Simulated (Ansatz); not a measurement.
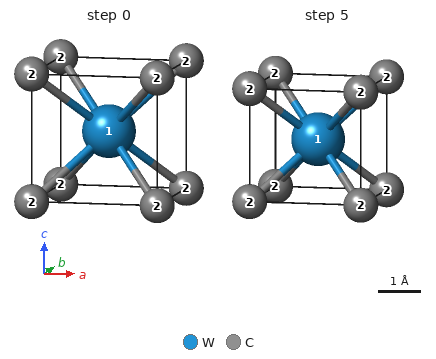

The structure of a crystal of WC (a generated structure, set up in Pm-3m) (coarse preliminary run) before (left) and after (right) a relaxation, at one scale.

The picture is a ball-and-stick view of the cell of the calculation, seen slightly off an axis.

All numbers below come from DFT PBE, scalar-relativistic, plane waves, PAW in Ansatz.

The input:
```yaml
crystal:
  lattice:
    - [3.07626529, 0.0, 0.0]
    - [0.0, 3.07626529, 0.0]
    - [0.0, 0.0, 3.07626529]
  atoms:
    - { symbol: W, position: [0.5, 0.5, 0.5] }
    - { symbol: C, position: [0.0, 0.0, 0.0] }
basis:
  ecutwfc: 420
kpoints:
  mp_grid: { grid: [6, 6, 6] }
hamiltonian:
  xc: pbe
scf:
  occupations: { method: gaussian, width: 0.1 }
  lower_state_search: "off"
output:
  forces: true
  stress: true
  eigenvalues: true
relax:
  adjacent_minimum: "off"
  f_tol: 0.04
  max_steps: 70
  cell: { stress_tol: 0.4 }
```

Launched with:
```bash
ansatz run input.yaml --threads 1 --pin off --max-ram 2560MiB --backend cpu --events-out ev --progress --plain --runs-dir out
```

**Summarise the run.**

No atom moves by more than 0.005 Å relative to the cell. The volume changes by −30.6 %, with a = b = c 3.076 → 2.724 Å (−11.5 %). Among the contacts that change: W1–W1 3.076 → 2.724 Å, W1–C2 2.664 → 2.359 Å. The space group stays Pm-3m (No. 221). Over 4 accepted moves (5 points after the start) the energy falls by 2.297 eV per cell of the calculation. All forces vanish by symmetry, so only the cell relaxes. The pressure goes from −58.64 to −0.25 GPa. At 1 point the geometry stayed and the basis and grid were re-selected for the new cell (energy shift of 3.4 meV per cell of the calculation at most each time).
